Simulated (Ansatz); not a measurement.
System: ZrO2, space group P4_2/nmc, 6 atoms in the cell.

Space group P4_2/nmc:1 (No. 137). a = 3.596 Å, b = 3.596 Å, c = 5.177 Å, α = 90.00°, β = 90.00°, γ = 90.00°
```csv
atom,site,symmetry,x,y,z
Zr,2a,-4m2,0.5000,0.5000,0.5000
O,4d,2mm.,0.5000,0.0000,0.7970
```

Ansatz; r2SCAN, Zr d U = 6 eV, Ansatz PAW, no spin polarisation, no spin-orbit coupling, 7×7×5 k mesh, 500 eV cutoff.

What will the band structure and density of states look like? The path is Γ–X–M–Γ–Z–R–A–Z|X–R|M–A.

The material is gapped. The gap along this path is 6.04 eV and indirect, from the valence-band top between M and Γ to the conduction-band bottom at Γ; the smallest direct gap is 6.17 eV, at Γ. At Z the top valence band lies only 0.03 eV lower. The top valence band spans 1.0 eV and the lowest conduction band 1.0 eV. The direct gaps are 6.61 eV at Z, 6.34 eV at X and 6.94 eV at M.

The PAW data sets were made with another functional. The cell is at 10 GPa in this functional. The usual form of ZrO2 is monoclinic.

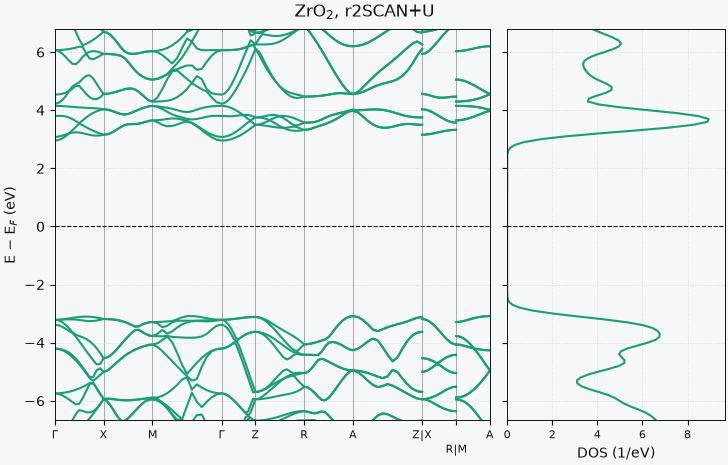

Band structure and density of states. Energies are counted from the Fermi level. The DOS curve is built from the levels of the k mesh with Gaussians 0.55 eV wide, which also blur the band edges; ripples of that width can come from the mesh.
